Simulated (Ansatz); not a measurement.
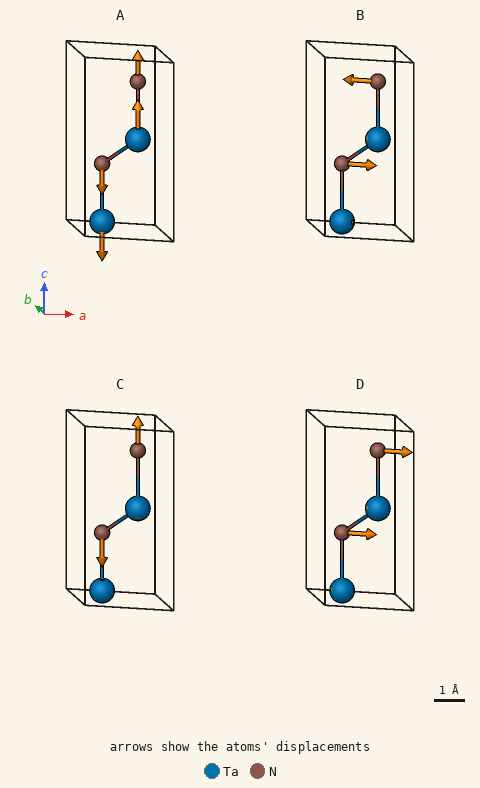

Four optical modes of solid TaN at 0.98 times its rest volume at the zone centre, in no order (one member of each degenerate set). The orange arrows are the displacements of the atoms (eigenvector over the root of the mass), of arbitrary overall length and sign. The picture is a ball-and-stick view of the cell of the calculation, seen slightly off an axis.

Theory: Ansatz, DFT PBE, scalar-relativistic, plane waves, PAW. Settings: plane-wave cutoff 420 eV; k-point mesh 18 × 18 × 8; occupations fermi dirac; smearing width 0.15 eV; no spin polarisation.

The frequencies depend somewhat on the k-mesh and the smearing.

**Order them from the lowest to the highest frequency (imaginary ones first).**

A (180 cm⁻¹), B (367 cm⁻¹), D (484 cm⁻¹), C (584 cm⁻¹). A, B₁: All motion is along c; atoms of one kind move against one another, with no net shift of any sublattice; the kinetic energy is shared as Ta 95 %, N 5 %. B, E₂: All motion is along a; atoms of one kind move against one another, with no net shift of any sublattice; the kinetic energy is shared as N 91 %, Ta 9 %. D, E₁: The N sublattice moves against the Ta sublattice, along a; the kinetic energy is shared as N 93 %, Ta 7 %. C, B₁: All motion is along c; atoms of one kind move against one another, with no net shift of any sublattice; it stretches the shortest N–Ta bonds (1.97 Å); the kinetic energy is shared as N 95 %, Ta 5 %. The crystal is metallic in this run.
